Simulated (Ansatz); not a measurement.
# Ga8N9 (cell with a defect): what the fields show

Input file:

```
crystal:
  lattice:
    - [0.0, 0.0, -5.243030492]
    - [-3.2184289239, 5.5744824167, 0.0]
    - [6.4368578478, 0.0, 0.0]
  atoms:
    - { symbol: Ga, position: [0.0129660022, 0.3413453506, 0.1804926152], spin: 0.1 }
    - { symbol: Ga, position: [-0.0047329897, 0.8361936228, 0.1727191464], spin: 0.1 }
    - { symbol: Ga, position: [0.0008683119, 0.3333333333, 0.6666666667] }
    - { symbol: Ga, position: [0.0037776017, 0.8286954487, 0.673913406], spin: 0.1 }
    - { symbol: Ga, position: [0.5008683119, 0.1666666667, 0.3333333333] }
    - { symbol: Ga, position: [0.5008683119, 0.6666666667, 0.3333333333] }
    - { symbol: Ga, position: [0.5008683119, 0.1666666667, 0.8333333333] }
    - { symbol: Ga, position: [0.5008683119, 0.6666666667, 0.8333333333] }
    - { symbol: "N", position: [0.614515294, 0.3274150547, 0.1636762941], spin: 0.1 }
    - { symbol: "N", position: [0.6099610947, 0.846383068, 0.1746677184], spin: 0.1 }
    - { symbol: "N", position: [0.6241316881, 0.3333333333, 0.6666666667] }
    - { symbol: "N", position: [0.5981900787, 0.8247770098, 0.66547192], spin: 0.1 }
    - { symbol: "N", position: [0.1254651012, 0.1604896099, 0.3311437708], spin: 0.1 }
    - { symbol: "N", position: [0.1241316881, 0.6666666667, 0.3333333333] }
    - { symbol: "N", position: [0.1400084134, 0.1667432624, 0.830571875], spin: 0.1 }
    - { symbol: "N", position: [0.1189398398, 0.6952634143, 0.8483310322], spin: 0.1 }
    - { symbol: "N", position: [0.8437584657, -0.0038451551, 0.0040436127], spin: 0.1 }
  host:
    lattice:
      - [3.2184289239, 0.0, 0.0]
      - [-1.6092144619, 2.7872412084, 0.0]
      - [0.0, 0.0, 5.243030492]
    atoms:
      - { symbol: Ga, position: [0.3333333333, 0.6666666667, -0.0008683119] }
      - { symbol: Ga, position: [0.6666666667, 0.3333333333, 0.4991316881] }
      - { symbol: "N", position: [0.3333333333, 0.6666666667, 0.3758683119] }
      - { symbol: "N", position: [0.6666666667, 0.3333333333, 0.8758683119] }
basis:
  ecutwfc: 420
  xc_grid: 2
kpoints:
  mp_grid: { grid: [3, 3, 3], shift: [0.0, 0.0, 0.0] }
hamiltonian:
  xc: pbe
scf:
  occupations: { method: gaussian, width: 0.01 }
output:
  forces: true
  stress: false
  eigenvalues: true
  populations: true
  charged_corrections:
    defect_position: [0.83333333, 0.0, 0.0]
    epsilon: [[10.4942, 0.0, 0.0], [0.0, 10.4942, 0.0], [0.0, 0.0, 11.6904]]
  write_density: true
  write_potential: true
  elf: true
  volumetric_format: npy
magnetization:
  spin_polarized: true
relax:
  adjacent_minimum: "off"
  f_tol: 0.025
  max_steps: 45
```

Command:

```sh
ansatz run input.yaml --threads 2 --pin off --max-ram 5120MiB --backend cpu --events-out ev --progress --plain --runs-dir out
```

The fields are those of the run's last geometry, not of the input's.

Spin-polarised.

All numbers below come from Ansatz 0.2.0, DFT PBE, scalar-relativistic, plane waves, PAW.

Core electrons are frozen (PAW), and the valence fields are smoothed inside the atomic spheres.

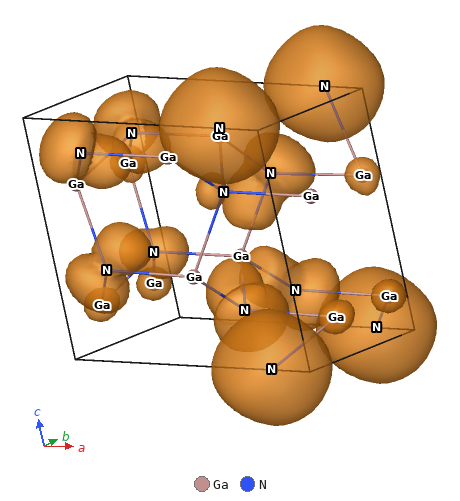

Figure 1. Isosurface of the magnetisation density (up minus down) at +0.02 e/Å³ (orange), seen slightly off an axis. Sticks mark near contacts.

### Which atoms carry the moments, and with what signs?

The spin density sits on N: +1.4 μB in one cell of 17 atoms, with smaller moments on other sites: N (up to +0.16 μB): with much of the spin spread outside that site. The cell of the calculation (17 atoms) carries 3.0 μB of net spin moment.

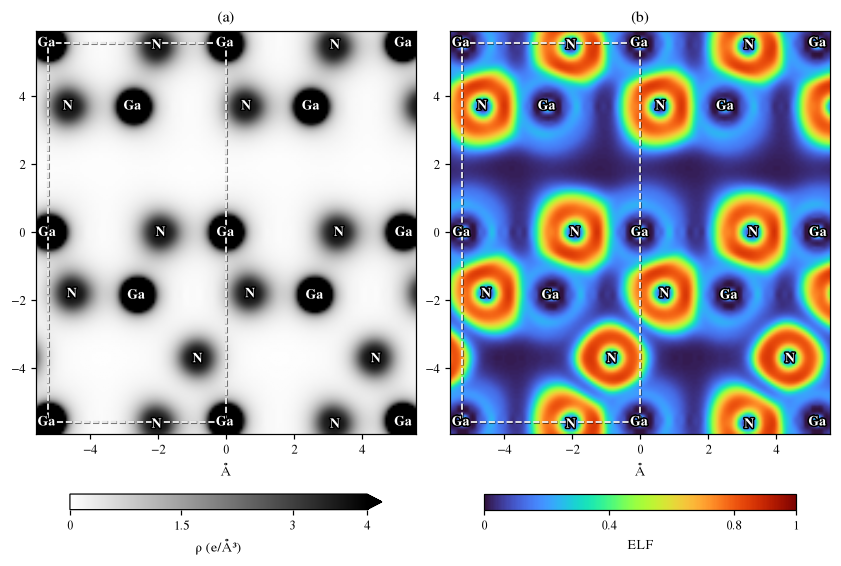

Figure 2. (a) valence electron density; (b) ELF on the (011) plane of the calculation cell.

### Describe what can be read from this map.

- Atoms in the plane: Ga and N.
- Ga–N (1.91 Å): the density is about 0.79 e/Å³ at the midpoint; the ELF peaks at about 0.85 in the valence shell of N, 0.6 Å from its nucleus, and is about 0.45 at the midpoint.
- Ga–N (1.95 Å): ρ at the midpoint is about 0.74 e/Å³; the ELF peaks at about 0.85 in the valence shell of N, 0.7 Å from its nucleus, and is about 0.50 at the midpoint.
- Ga–N (2.05 Å): ρ is about 0.61 e/Å³ halfway; the ELF peaks at about 0.85 in the valence shell of N, 0.7 Å from its nucleus, and is about 0.40 at the midpoint.
- Between the atoms the lowest density in this plane is 0.03 e/Å³.
- The ELF also peaks beside N, away from the bonds: non-bonding electrons, paired or unpaired.

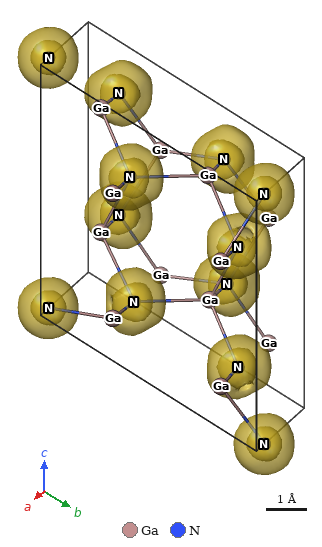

Figure 3. Isosurface of the ELF at 0.75 (yellow), seen slightly off an axis. Core shells and regions of very low density are left out. Sticks mark near contacts.

### Identify the bonds, lone pairs and shells in this picture.

At this value the surface marks out nine regions wrapped around N (the valence shell of each), counted in one cell of 17 atoms. Any copies at cell faces, edges or corners count once.

### Metal or insulator at this level of theory?

It is gapped, with a Kohn–Sham gap of 0.45 eV on the k-point mesh (the band edges may lie off the mesh, which would make the gap smaller).
